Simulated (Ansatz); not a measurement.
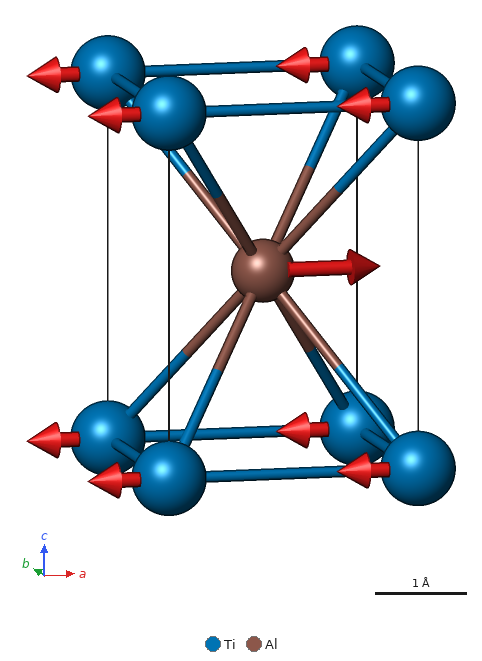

The lowest optical mode of crystalline TiAl, space group P4/mmm (No. 123), at the zone centre. The red arrows are the displacements of the atoms (eigenvector over the root of the mass), of arbitrary overall length and sign. Style: ball-and-stick. Shown: the cell of the calculation, slightly off an axis.

Computed with DFT PBE, scalar-relativistic, plane waves, PAW in Ansatz 0.2.0. Settings: plane-wave cutoff 420 eV; k-point mesh 20 × 20 × 14; occupations fermi dirac; smearing width 0.15 eV; no spin polarisation.

The frequencies depend somewhat on the k-mesh and the smearing.

**Is this crystal at a minimum with respect to the drawn distortion?**

Yes: this softest mode has a real frequency, and so have all others here. That speaks for this wave vector alone: the rest of the zone wasn't checked in this run. This is the E_u mode (doubly degenerate; one member of the set is drawn) at 7.80 THz, the lowest optical level, infrared-active by symmetry. The Al sublattice moves against the Ti sublattice, along a; the kinetic energy is shared as Al 64 %, Ti 36 %. The crystal is a metal, so free carriers screen the infrared response.
